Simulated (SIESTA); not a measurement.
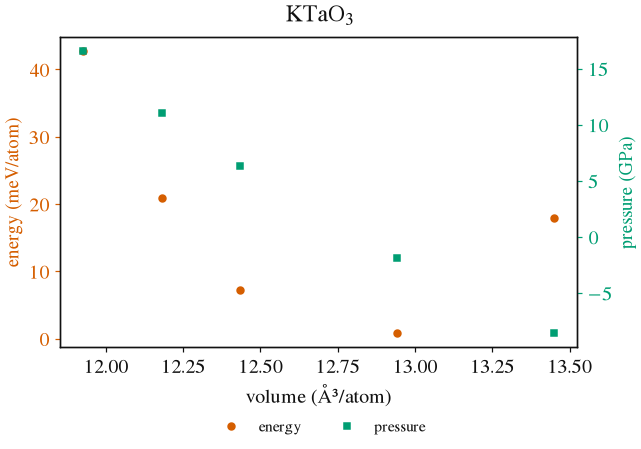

The figure shows the energy and pressure against volume for KTaO₃, space group Pm-3m (No. 221).

Cell as given: a = 3.988 Å, b = 3.988 Å, c = 3.988 Å, α = 90.00°, β = 90.00°, γ = 90.00°; 5 atoms.

Calculation (SIESTA 5.4.2): DFT in numerical atomic orbitals with pseudopotentials, no spin polarisation; energies at scaled volumes of the given cell, shape and fractions fixed, counted from the fit's minimum, third-order Birch-Murnaghan fit. Level: PBEsol.

```
         setting                                                                     value
          k mesh                                                                     7×7×7
     occupations                                                               Fermi–Dirac
  smearing width                                                                   0.05 eV
      potentials  PseudoDojo 0.4 standard, converted to PSML, two zetas on semicore shells
program settings                                             basis DZP, mesh cutoff 800 Ry
```

The points at volume 12.69 Å³/atom and 13.20 Å³/atom are left out of the plot. What values does the calculation give there?

| volume (Å³/atom) | energy (meV/atom) | pressure (GPa) |
| --- | --- | --- |
| 12.69 | 0.77 | 1.94 |
| 13.20 | 6.71 | −5.50 |

Limits of the calculation: mulliken charges of long orbitals; short basis over semicore shells.
